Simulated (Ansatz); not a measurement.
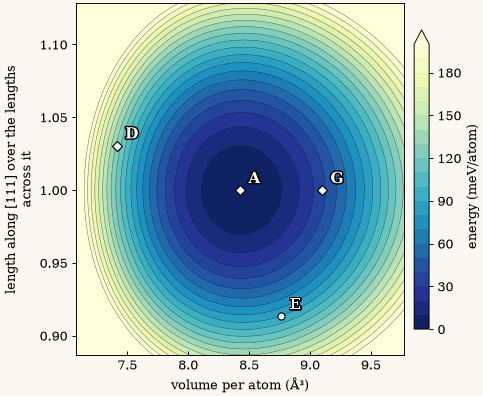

AlN (Fm-3m, No. 225; 2 atoms in the cell). The energy is mapped over volume and the cell's shape. The first coordinate is: volume per atom; the second: length along [111] over the lengths across it, relative to the cubic cell. Nothing is relaxed (symmetry fixes all fractional coordinates). Grid: 9 × 9 points. Points are written as (first, second). Energies: meV/atom, counted from the lowest grid point. All numbers below come from DFT PBE, scalar-relativistic, plane waves, PAW (Ansatz). Settings: cutoff 520 eV, k-mesh 10×10×10, gaussian smearing 0.05 eV, no spin polarisation.

In the figure: filled contours, one colour for all values above the top of the scale, lettered points. Between grid points the surface is interpolated.

Is D the lowest point of the computed grid?

Answer. No. D lies 128 meV/atom above the lowest grid point, which is at (8.426 Å³, 1.000).

Rank the lettered points by energy, lowest first.

Answer. A (0 meV/atom), G (37 meV/atom), E (90 meV/atom), D (128 meV/atom).

Which space group has the cell at each letter?

Answer. A: Fm-3m; D: R-3m; E: R-3m; G: Fm-3m.

PAW datasets: the set soft_1.
